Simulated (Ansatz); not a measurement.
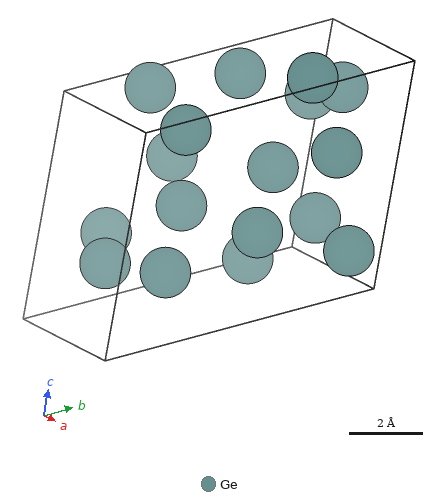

Starting frame of a dynamics run of Ge with an interstitial Ge (17 atoms in the cell). It starts from the last geometry of an earlier run, with fresh velocities. A spheres-only model of the reduced simulation cell, seen slightly off an axis. Lengths and directions refer to the drawn axes.

These are results of DFT PBEsol, scalar-relativistic, plane waves, PAW in Ansatz, not measurements.

Input
```yaml
accuracy: low
crystal:
  lattice:
    - [0.0, 5.66, 5.66]
    - [5.66, 0.0, 5.66]
    - [5.66, 5.66, 0.0]
  atoms:
    - { symbol: Ge, position: [-0.020412, -0.12245588, 0.19662793] }
    - { symbol: Ge, position: [-0.12897301, 0.21365655, 0.29159688] }
    - { symbol: Ge, position: [0.10148988, -0.57355622, 0.59407366] }
    - { symbol: Ge, position: [0.20362096, 0.18740336, 0.35090299] }
    - { symbol: Ge, position: [0.03740199, 0.94650984, -0.30929675] }
    - { symbol: Ge, position: [0.53557109, 0.67739397, -0.45540535] }
    - { symbol: Ge, position: [-0.10324678, 0.53596665, 0.36976638] }
    - { symbol: Ge, position: [-0.17830755, 0.21050077, 0.90855915] }
    - { symbol: Ge, position: [0.46667888, -0.0978629, 0.23910559] }
    - { symbol: Ge, position: [0.61387881, 0.06121977, 0.33257095] }
    - { symbol: Ge, position: [0.30673217, -0.02649462, 0.76005332] }
    - { symbol: Ge, position: [0.18960878, 0.26271235, 0.9615586] }
    - { symbol: Ge, position: [0.39860866, 0.69077699, 0.1153823] }
    - { symbol: Ge, position: [0.83239844, 0.66620241, -0.00515349] }
    - { symbol: Ge, position: [0.48006406, 0.36595852, 0.46497153] }
    - { symbol: Ge, position: [0.85212098, 0.8054152, 0.62664695] }
    - { symbol: Ge, position: [1.28132994, 0.57244673, -0.05683346] }
basis:
  ecutwfc: 420.0
kpoints:
  mp_grid: { grid: [2, 2, 2] }
hamiltonian:
  xc: pbesol
scf:
  occupations: { method: fermi_dirac, width: 0.15 }
  lower_state_search: "off"
  convergence: { dr2_threshold: 0.001 }
  max_iter: 51
md:
  timestep: 3
  n_steps: 200
  ensemble: nve
  temperature: 1680.0
  initial_velocities: maxwell_boltzmann
  seed: 949926
```

Launched with:
```bash
ansatz run input.yaml --threads 2 --pin off --max-ram 5120MiB --backend cpu --events-out ev --progress --plain --runs-dir out
```

**Predict how the run goes.**

Over the second half the temperature averages 1555 K (spread ±156 K). The potential energy in the second half lies on average 15.2 meV per atom above the first frame. Root-mean-square distances from the starting positions over the second half, with the common drift of all atoms taken out: Ge 1.61 Å. That is a large part of the typical shortest distance between atoms in the first frame, about 2.5 Å and still growing: the atoms leave their places as in a liquid. The self-consistency threshold is loose, so the forces are noisy.

Along the run (each row but the first and the last is the mean over the interval that it begins):

```
time (fs)  potential energy (meV/atom)  T (K)
      0.0                          0.0   1680
     99.0                         26.6   1461
    198.0                         41.8   1336
    297.0                         11.8   1583
    396.0                         14.5   1562
    495.0                         20.5   1512
    594.0                          2.8   1657
```

The paths of the atoms:

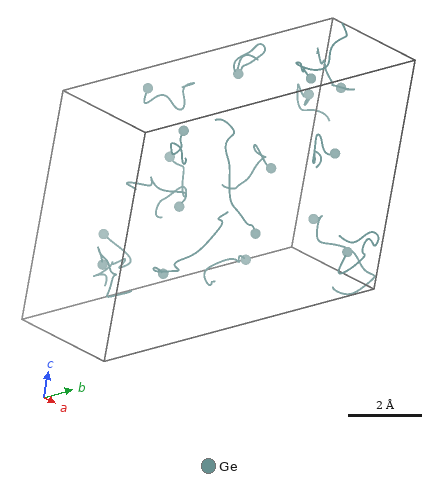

Limits of the set-up: the k-point mesh is coarse for a cell with partly filled bands; the program's low-accuracy preset was used; the periodic images lie only 8.0 Å apart, so the values are limited by the cell's size.
